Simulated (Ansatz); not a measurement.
**Mending a single-point calculation on AlAs**

System: AlAs (4 atoms in the cell).
Method of run 1: DFT, PBE, plane waves, PAW (Ansatz 0.2.0).

The structure derives from a Materials Project entry. Text and figures count atoms from 1; the logs count them from 0 in places.

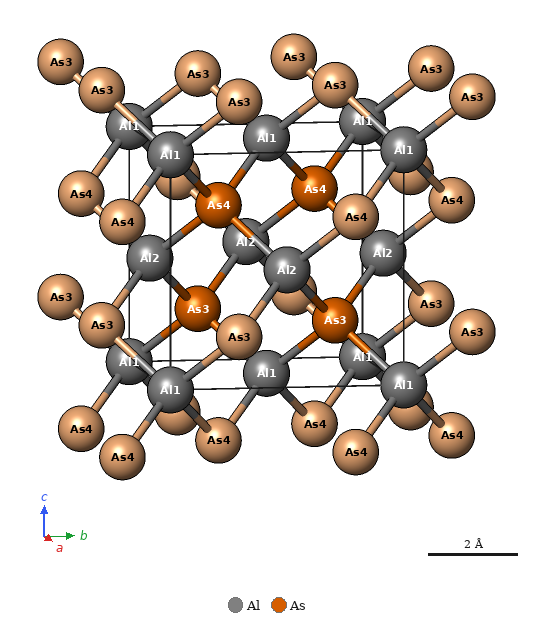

The structure as given in the input (ball-and-stick view of the cell 2 times as large as that of the calculation, set on its symmetry axes, seen slightly off an axis; neighbours outside the cell are drawn fainter; atoms are numbered from 1 in the order of the input).

**Input, run 1**
```yaml
crystal:
  lattice:
    - [2.6921187898, 2.6921187898, 0.0]
    - [-2.6921187898, 2.6921187898, 0.0]
    - [0.0, 0.0, 5.3842375797]
  atoms:
    - { symbol: Al, position: [0.0, 0.0, 0.0] }
    - { symbol: Al, position: [0.5, 0.5, 0.5] }
    - { symbol: As, position: [0.5, 0.0, 0.25] }
    - { symbol: As, position: [0.0, 0.5, 0.75] }
basis:
  ecutwfc: 420
kpoints:
  mp_grid: { grid: [8, 8, 6] }
hamiltonian:
  xc: pbe
scf:
  occupations: { method: gaussian, width: 0.02 }
  NELM: 0.3
  max_iter: 80
output:
  forces: true
  eigenvalues: true
  stress: true
```

Launched with:
```bash
ansatz run input.yaml --threads 1 --pin off --max-ram 2560MiB --backend cpu --events-out ev --progress --plain --runs-dir out
```

Hardware: 1 thread of Arm Neoverse V2, 24 GiB of memory available, shared host.

**Output (run 1)**
```
Error: YAML parse error: error: line 19 column 3: unknown field `NELM`, expected one of max_iter, algorithm, n_extra_bands, self_checks, convergence, lower_state_search, omitted_lower_state_checks, lower_solution_reach, mixing, occupations, eigensolver, initial_density, exx
  --> <input>:19:3
   |
17 | scf:
18 |   occupations: { method: gaussian, width: 0.02 }
19 |   NELM: 0.3
   |   ^ unknown field `NELM`, expected one of max_iter, algorithm, n_extra_bands, self_checks, convergence, lower_state_search, omitted_lower_state_checks, lower_solution_reach, mixing, occupations, eigensolver, initial_density, exx
20 |   max_iter: 80
21 | output:
   |
```

Question: What should be changed in this input?

Answer: The input was spoiled on purpose: a keyword of another program (`scf.NELM`). The program refused the input: “YAML parse error: error: line 19 column 3: unknown field `NELM`, expected one of max_iter, algorithm, n_extra_bands, self_checks, convergence, lower_state_search, omitted_lower_state_checks, lower_solution_reach, mixing, occupations, eigensolver, initial_density, exx --> <input>:19:3 | 17 | scf: 18 | occupations: { …”

A run of the same system that converges differs from this input as follows (lines with − go, lines with + come):
```diff
-  NELM: 0.3
-  max_iter: 80
```

**Output, shortened to warnings, some set-up lines, iterations and results (run 2)**
```
Basis set: ecut = 420 eV, 1489 PW (Γ), exchange–correlation on 54×54×72 points (8 copies of the dense FFT grid, shifted against one another)
Symmetry: 16 space group operations
k-points: 60 of 384 (time reversal used)
Initial density: superposition of atomic densities (neutral atoms: chi_scale 0, normalization atom), corrected by the library's trained network
[...]
SCF iter   1: F=—  HF=-10788.447574 eV  |F-HF|=—  |Δ(HF+E_count)|=         —  Δρ=9.96e-4  dr2=1.19e-3  ethr=1.77e-3  ⟨swp⟩=6.6  Hψ=6575  notcnv=0
SCF iter   2: F=—  HF=-10788.446754 eV  |F-HF|=—  |Δ(HF+E_count)|=   8.20e-4  Δρ=5.57e-4  dr2=3.56e-4  ethr=3.30e-6  ⟨swp⟩=2.1  Hψ=2157  notcnv=0
SCF iter   3: F=—  HF=-10788.446784 eV  |F-HF|=—  |Δ(HF+E_count)|=   3.01e-5  Δρ=1.12e-4  dr2=1.13e-5  ethr=9.90e-7  ⟨swp⟩=2.9  Hψ=2401  notcnv=0
SCF iter   4: F=—  HF=-10788.446771 eV  |F-HF|=—  |Δ(HF+E_count)|=   1.27e-5  Δρ=5.69e-5  dr2=4.28e-6  ethr=3.15e-8  ⟨swp⟩=2.0  Hψ=2400  notcnv=0
SCF iter   5: F=—  HF=-10788.446772 eV  |F-HF|=—  |Δ(HF+E_count)|=   9.81e-7  Δρ=2.90e-5  dr2=1.13e-6  ethr=1.19e-8  ⟨swp⟩=2.9  Hψ=2498  notcnv=0
SCF iter   6: F=-10788.446773 eV  HF=-10788.446773 eV  |F-HF|=2.97e-8  |Δ(HF+E_count)|=   5.21e-7  Δρ=7.00e-6  dr2=5.58e-8  ethr=2.78e-10  ⟨swp⟩=2.9  Hψ=5225  notcnv=0
SCF 1 converged in 6 iterations: F = -10788.446773 eV  dr2 = 5.58e-8
SCF converged after 6 iterations
Free energy (F): -10788.446773 eV
Harris-Foulkes:  -10788.446773 eV  (|F-HF|=2.97e-8)
Internal energy: -10788.446773 eV  (E = F + TS)
E sigma→0 (E₀):  -10788.446773 eV
Fermi energy:    8.711440 eV
--- Per-component energies (eV) ---
  E_band       = -475.869062
  E_kinetic    = 263.346633
  E_local      = -3990.057130  (includes V_loc(G=0)·N_el)
  E_nonlocal   = -1318.879501
  E_hartree    = 2168.179570
  E_xc         = -242.607087
  E_vxc        = -222.629227  (∫ρ·V_xc dr)
  E_paw        = -4606.147175  (= ΣΔE_a)
  E_vpaw       = 455.981050  (= ΣTr[D̂ρ^β])
  E_aug_tail   = 0.000010  (compensation charges beyond the density's cutoff)
  E_ewald      = -3062.282093
  E_smearing   = -0.000000  (= −TS)
  E_closure    = 0.000000  (closes the sum)
  Σ components = -10788.446773   (vs F -10788.446773, Δ=0.00e0)
--- Forces (eV/Å), atoms counted from 1 ---
  atom   1  Al     0.00000000    -0.00000000    -0.00000000
  atom   2  Al     0.00000000    -0.00000000    -0.00000000
  atom   3  As    -0.00000000     0.00000000     0.00000000
  atom   4  As    -0.00000000     0.00000000     0.00000000
  max |Σ_I F_I| component: 2.89e-16 eV/Å
--- Stress (GPa, compression-positive) ---
       18.516328      -0.000000      -0.000000
       -0.000000      18.516328       0.000000
       -0.000000       0.000000      18.488937
  P = ⅓ Tr σ = 18.5072 GPa (185.072 kbar)
```

**The two runs side by side**

```tsv
quantity	run 1	run 2
outcome	refused	converged
free energy per atom (eV)	–	−2697.1117
gap on the mesh (eV)	–	1.15
pressure (GPa)	–	18.51
volume per atom (Å³)	–	19.51
largest force (eV/Å)	–	0.000
SCF iterations	–	6
irreducible k-points	–	60
plane waves at Γ	–	1489
```

Notes on run 2: The cell is under a pressure of 18.5 GPa at this level, so it is not at its equilibrium volume.
